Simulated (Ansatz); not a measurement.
# How KCl (Sylvite, Fm-3m) expands on warming, part 2 of 5

How much does KCl (Sylvite) expand with temperature?

Measurements to reproduce:
- volume expansion coefficient 111.3 1e-6/K and heat capacity C_P per formula unit 51.7 J/mol/K near room temperature (given in “High-Throughput Prediction of Finite-Temperature Properties using the Quasi-Harmonic Approximation”, 2016, arXiv:1603.06924)
- volume expansion coefficient 114.9 1e-6/K near room temperature (given in “Descriptors for thermal expansion in solids”, 2017, arXiv:1701.03966)

Ansatz 0.2.0; DFT LDA, scalar-relativistic, plane waves, PAW.

So far. Step 2 (Probe on a coarse mesh): The start is under -2.0 GPa at this level and looks like an insulator or semiconductor on this mesh.

**5. Tight relaxation**

The thresholds are tightened for a last relaxation ahead of the phonons, and where mesh or smearing change with them the cell follows.

input.yaml reads:

```yaml
crystal:
  lattice:
    - [0.0, 3.0393353207, 3.0393353207]
    - [3.0393353207, 0.0, 3.0393353207]
    - [3.0393353207, 3.0393353207, 0.0]
  atoms:
    - { symbol: K, position: [0.0, 0.0, 0.0] }
    - { symbol: Cl, position: [0.5, 0.5, 0.5] }
kpoints:
  mp_grid: { grid: [8, 8, 8] }
hamiltonian:
  xc: lda
scf:
  occupations: { method: fixed }
output:
  forces: true
  stress: true
  eigenvalues: true
  write_density: true
  write_potential: true
  elf: true
  volumetric_format: npy
relax:
  adjacent_minimum: "off"
  f_tol: 0.001
  max_steps: 60
  cell: { stress_tol: 0.01 }
```

On the command line:

```
ansatz run input.yaml --threads 4 --pin off --max-ram 16384MiB --backend cpu --events-out ev --progress --plain --runs-dir out
```

Numbers of over 12 decimals in the logs are rounded to 6 here.

Output:

```text
[...]
Crystal: 2 atoms, lattice volume = 56.152 Å³
Basis set: ecut = 420 eV, 1067 PW (Γ)
Bands: 12, of which v1, the nominal top of the filled ones, is band 8 counted from 1 (7 counted from 0)
Symmetry: 48 space group operations
[...]
k-points: 29 of 512
[...]
SCF iter   1: F=—  HF=-2544.300520 eV  |F-HF|=—  |Δ(HF+E_count)|=         —  Δρ=6.61e-3  dr2=2.36e-2  ethr=1.77e-3  ⟨swp⟩=4.7  Hψ=1884  notcnv=0  defer=55
[...]
SCF iter   6: F=-2544.291911 eV  HF=-2544.291911 eV  |F-HF|=4.47e-10  |Δ(HF+E_count)|=   1.09e-8  Δρ=1.06e-6  dr2=6.49e-10  ethr=2.39e-10  ⟨swp⟩=6.9  Hψ=2529  notcnv=0
SCF 1 converged in 6 iterations: F = -2544.291911 eV  dr2 = 6.49e-10
[...]
relax step   1: F+E_penalty+E_count = -2544.29191104 eV  Δ(F+E_penalty+E_count) = +0.000e0 eV  max|allowed force component| = 3.800e-29 eV/Å  Δτ_max = 0.0000 Å  P = -0.029 GPa  Ω = 56.152 Å³  (6 SCF iters, dr2 threshold 1.00e-7 eV, accepted)
Crystal: 2 atoms, lattice volume = 56.106 Å³
[...]
SCF iter   4: F=-2544.291918 eV  HF=-2544.291918 eV  |F-HF|=7.28e-12  |Δ(HF+E_count)|=   1.33e-9  Δρ=6.03e-7  dr2=1.83e-10  ethr=1.34e-11  ⟨swp⟩=7.1  Hψ=2162  notcnv=0
SCF 2 converged in 4 iterations: F = -2544.291918 eV  dr2 = 1.83e-10
relax step   2: F+E_penalty+E_count = -2544.29191769 eV  Δ(F+E_penalty+E_count) = -6.651e-6 eV  max|allowed force component| = 3.602e-29 eV/Å  Δτ_max = 0.0000 Å  P = -0.009 GPa  Ω = 56.106 Å³  energy of the carried Pulay correction = +1.067e-6 eV  (4 SCF iters, dr2 threshold 2.15e-9 eV, accepted)
[...]
SCF iter   8: F=-2544.291916 eV  HF=-2544.291916 eV  |F-HF|=0.00e0  |Δ(HF+E_count)|=  9.09e-13  Δρ=1.49e-8  dr2=1.04e-13  ethr=1.00e-12  ⟨swp⟩=5.5  Hψ=2045  notcnv=0
SCF 3 converged in 8 iterations: F = -2544.291916 eV  dr2 = 1.04e-13
relax step   3: F+E_penalty+E_count = -2544.29191585 eV  Δ(F+E_penalty+E_count) = +1.846e-6 eV  max|allowed force component| = 1.709e-29 eV/Å  Δτ_max = 0.0000 Å  P = -0.009 GPa  Ω = 56.106 Å³  stress off target by 9.40e-3 GPa  SCF on the basis re-selected at this cell (its energy is not comparable with the rows above)  (8 SCF iters)
[...]
SCF converged after 8 iterations
Free energy (F): -2544.291916 eV
[...]
Internal energy: -2544.291916 eV  (E = F + TS)
E sigma→0 (E₀):  -2544.291916 eV
Fermi energy:    1.340232 eV
[...]
--- Stress (GPa, compression-positive) ---
       -0.009401      -0.000000      -0.000000
       -0.000000      -0.009401      -0.000000
       -0.000000      -0.000000      -0.009401
  P = ⅓ Tr σ = -0.0094 GPa (-0.094 kbar)
--- Band table (eV; the first three rows and the last of 29) ---
  k-point 0: bands = [... 4 lower, -8.9729, 1.3402, 1.3402, 1.3402, 6.4507, 9.4389, 9.4389, 9.4389]
  k-point 1: bands = [... 4 lower, -8.9220, 1.0927, 1.2697, 1.2697, 6.8791, 9.3158, 9.6581, 9.6581]
  k-point 2: bands = [... 4 lower, -8.8057, 0.5883, 1.1075, 1.1075, 7.8266, 9.2751, 10.2810, 10.2810]
  k-point 28: bands = [... 4 lower, -8.8526, 0.7086, 0.7826, 0.7826, 9.1542, 9.1542, 10.9023, 11.3846]
--- Relaxed structure (2 steps of the walk, 2 accepted, 1 SCFs on fresh bases) ---
[...]
cell:  # Å, volume = 56.1058 Å³
    - [0, 3.038501, 3.038501]
    - [3.038501, 0, 3.038501]
    - [3.038501, 3.038501, 0]
  atoms:
    - { symbol: K, position: [0, 0, 0] }
    - { symbol: Cl, position: [0.500000, 0.500000, 0.500000] }
```

It took 1 s on 4 threads of Arm Neoverse V2, shared host; peak memory 0.31 GiB.

Little changed from the start: no atom moved by 0.005 Å and no cell edge by 0.1 %.

This step gave:

```yaml
pressure: -0.009401 GPa
gap_on_the_k_mesh: 5.110 eV
volume_per_atom: 28.05 Å³
```

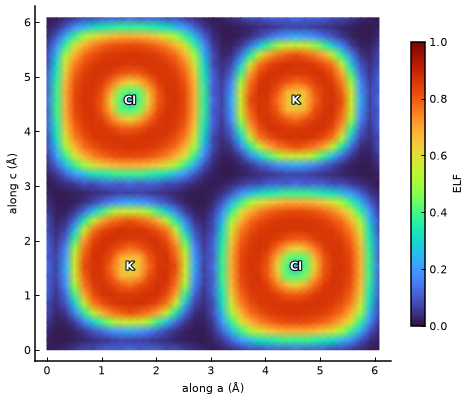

ELF in the ac plane of the conventional cell at fractional y = 0.000, with atoms of K and Cl within 0.2 Å of it. It is the smooth field of the valence electrons, not physical close to the nuclei. The map starts off the cell's origin, so that atoms lie inside it.

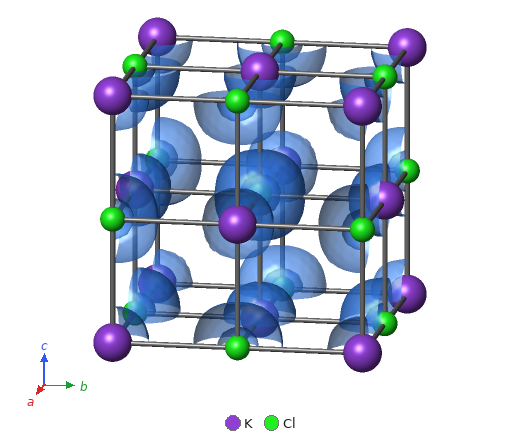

Surface of ELF = 0.79.

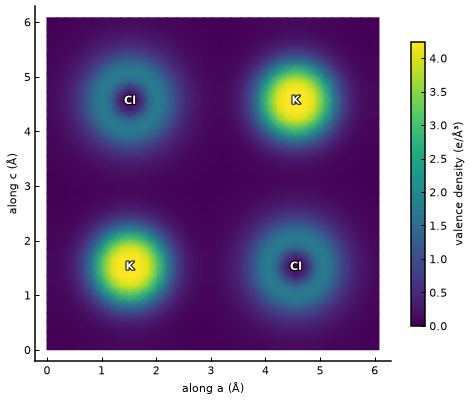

Valence density in the ac plane of the conventional cell at fractional y = 0.000, with atoms of K and Cl within 0.2 Å of it. It is the smooth field of the valence electrons, not physical close to the nuclei. The map starts off the cell's origin, so that atoms lie inside it.

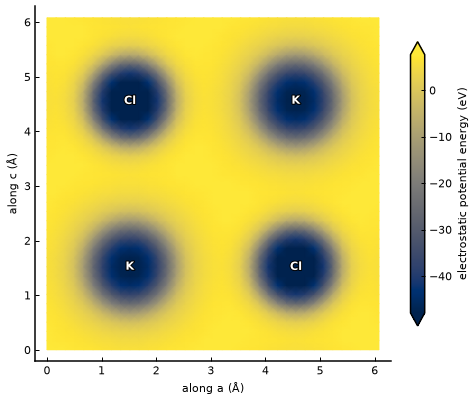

Electrostatic potential energy in the ac plane of the conventional cell at fractional y = 0.000, with atoms of K and Cl within 0.2 Å of it. With pseudopotentials it is smooth inside the atoms' cores, unlike the true potential. The map starts off the cell's origin, so that atoms lie inside it.

The residual pressure is -0.0094 GPa, small enough for phonons.

**6. A new level, relaxed again**

The functional, the potentials or the cutoff change, so the crystal is relaxed again at the new setting.

input.yaml, the sections that differ from step 5:

```yaml
crystal:
  lattice:
    - [0.0, 3.0385007258, 3.0385007258]
    - [3.0385007258, 0.0, 3.0385007258]
    - [3.0385007258, 3.0385007258, 0.0]
  atoms:
    - { symbol: K, position: [0.0, 0.0, 0.0] }
    - { symbol: Cl, position: [0.5, 0.5, 0.5] }
output:
  forces: true
  stress: true
  eigenvalues: true
basis:
  ecutwfc: 550.0
# kpoints, hamiltonian, scf, relax: as in step 5
```

Output:

```text
[...]
Crystal: 2 atoms, lattice volume = 56.106 Å³
Basis set: ecut = 550 eV, 1639 PW (Γ)
Bands: 12, of which v1, the nominal top of the filled ones, is band 8 counted from 1 (7 counted from 0)
Symmetry: 48 space group operations
[...]
k-points: 29 of 512
[...]
k-point 28: bands = [... 4 lower, -8.8526, 0.7086, 0.7827, 0.7827, 9.1541, 9.1541, 10.9023, 11.3846]
--- Relaxed structure (1 steps of the walk, 1 accepted, 1 SCFs on fresh bases) ---
[...]
cell:  # Å, volume = 56.1058 Å³
    - [0.0, 3.0385007258, 3.0385007258]
    - [3.0385007258, 0.0, 3.0385007258]
    - [3.0385007258, 3.0385007258, 0.0]
  atoms:
    - { symbol: K, position: [0.0, 0.0, 0.0] }
    - { symbol: Cl, position: [0.5, 0.5, 0.5] }
[key lines of the parts left out:]
SCF converged after 5 iterations
Free energy (F): -2544.292294 eV
Fermi energy:    1.340252 eV
P = ⅓ Tr σ = -0.0093 GPa (-0.093 kbar)
```

Elapsed: 1 s, on 4 threads; peak memory 0.33 GiB; 3.4 s of CPU time.

Little changed from the start: no atom moved by 0.005 Å and no cell edge by 0.1 %.

Numbers from this step:

* pressure: -0.009315 GPa

The residual pressure is -0.0093 GPa, small enough for phonons.

(Part 2 of 5 ends here.)

[Logs are printed without paths, hosts, clocks, repeated set-up lines and the standing remarks that a program may print on its own settings, such as how far it seeks lower states.]

[Hosts, paths, dates, database ids (printed as entryN), source tags and the programs' standing remarks are cut or masked in the printed files.]

[A step with changed settings may run another functional than the one named; its input shows which.]
